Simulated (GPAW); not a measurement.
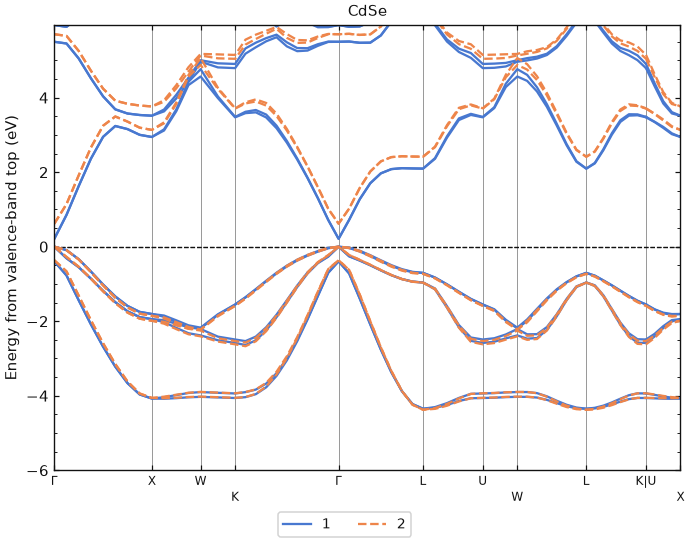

Band structures of zincblende CdSe, space group F-43m (No. 216), 2 atoms in the primitive cell (cubic a = 6.141 Å), by two methods on the same cell. Each is counted from its own valence-band top.

**Which curve is which? The methods: revTPSS+SOC, vdW-DF2+SOC.**

1 is vdW-DF2+SOC; 2 is revTPSS+SOC. vdW-DF2+SOC gives a gap of 0.21 eV along the path and revTPSS+SOC gives a gap of 0.62 eV along the path.

Settings. vdW-DF2+SOC: GPAW PAW data sets (gpaw-data 1.2.1), spin-orbit coupling, no magnetisation, 6×6×6 k mesh, 600 eV cutoff, Fermi-Dirac smearing of 0.05 eV (GPAW 26.7.0). revTPSS+SOC: GPAW PAW data sets (gpaw-data 1.2.1), spin-orbit coupling, no magnetisation, 6×6×6 k mesh, 600 eV cutoff, Fermi-Dirac smearing of 0.05 eV (GPAW 26.7.0).

Spin-orbit coupling was added after a scalar SCF, so levels and gaps hold it while energy, forces, pressure and moments don't. This program's spin-orbit splittings come out too wide for heavy elements. The PAW data sets were made with another functional. LDA, GGA and most meta-GGA functionals understate gaps. The usual form of CdSe is wurtzite, though both occur.
